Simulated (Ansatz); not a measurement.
# Si: what the fields show

The calculation's input:

```
crystal:
  lattice:
    - [5.4328540087, 0.0, 0.0]
    - [0.0, 2.7164270044, -2.7164270044]
    - [0.0, 9.1679411397, 7.1306208864]
  atoms:
    - { symbol: Si, position: [0.5, -0.09374375, 0.2499833333] }
    - { symbol: Si, position: [0.0, 0.34375625, 0.41665] }
    - { symbol: Si, position: [0.5, -0.21874375, 0.5833166667] }
    - { symbol: Si, position: [0.0, 0.21875625, 0.7499833333] }
    - { symbol: Si, position: [0.5, -0.34374375, 0.91665] }
    - { symbol: Si, position: [0.0, 0.46875625, 0.0833166667] }
    - { symbol: Si, position: [0.75, -0.15624375, 0.41665] }
    - { symbol: Si, position: [0.25, 0.28125625, 0.5833166667] }
    - { symbol: Si, position: [0.75, -0.28124375, 0.7499833333] }
    - { symbol: Si, position: [0.25, 0.15625625, 0.91665] }
    - { symbol: Si, position: [0.75, -0.03124375, 0.0833166667] }
    - { symbol: Si, position: [0.25, 0.40625625, 0.2499833333] }
basis:
  ecutwfc: 420
kpoints:
  mp_grid: { grid: [6, 9, 3] }
hamiltonian:
  xc: pbesol
  pseudopotentials: { kind: paw, azcp: { folder: soft_1 } }
scf:
  occupations: { method: gaussian, width: 0.05 }
output:
  forces: true
  stress: true
  eigenvalues: true
  write_density: true
  write_potential: true
  elf: true
  volumetric_format: npy
```

Run with:

```sh
ansatz run input.yaml --threads 2 --pin off --max-ram 4096MiB --backend cpu --events-out ev --progress --plain --runs-dir out
```

Below, planes, directions and counts refer to the conventional cell (a = 11.61 Å, b = 5.43 Å, c = 3.84 Å, α = 90.00°, β = 97.13°, γ = 90.00°).

Space group P2₁/c; a point of a scan over the structure, not its minimum; not relaxed (largest force 1.1 eV/Å); PAW files of the earlier set (soft_1).

Level of theory: DFT PBEsol, scalar-relativistic, plane waves, PAW in Ansatz 0.2.0.

Core electrons are frozen (PAW), and the valence fields are smoothed inside the atomic spheres.

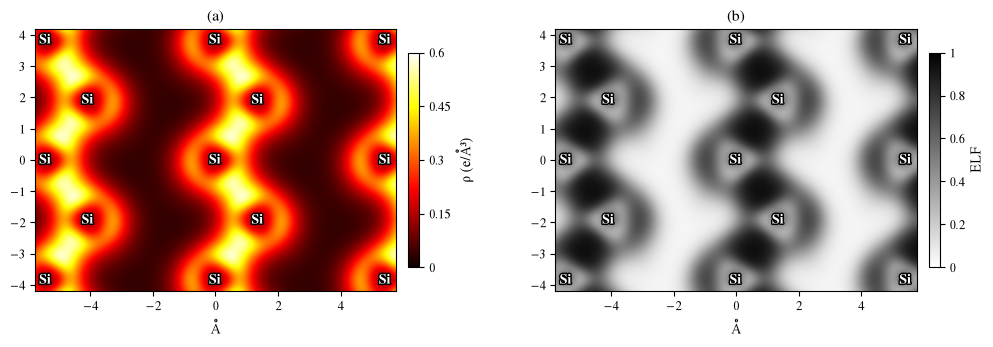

Figure 1. (a) valence charge density (pseudo); (b) electron localisation function on the (100) plane of the conventional cell.

Describe what can be read from this map.

Answer. The plane passes through Si nuclei. Si–Si (2.35 Å): ρ is about 0.55 e/Å³ halfway; the ELF peaks at about 0.95 between the atoms. Between the atoms the lowest density in this plane is 0.04 e/Å³.

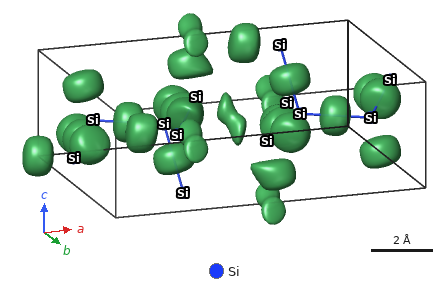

Figure 2. Isosurface of the electron localisation function at 0.8 (green), seen at an oblique angle. Core shells and regions of very low density are left out. Sticks mark near contacts.

Where are the electrons localised?

Answer. At this value the surface marks out 22 regions between bonded Si–Si atoms and two pockets between the atoms, centred on no nucleus (multi-centre or interstitial), counted in one cell of 12 atoms. Regions shared between cells count once.

Metal or insulator at this level of theory?

Answer. It is gapless in this calculation (a metal or semimetal).
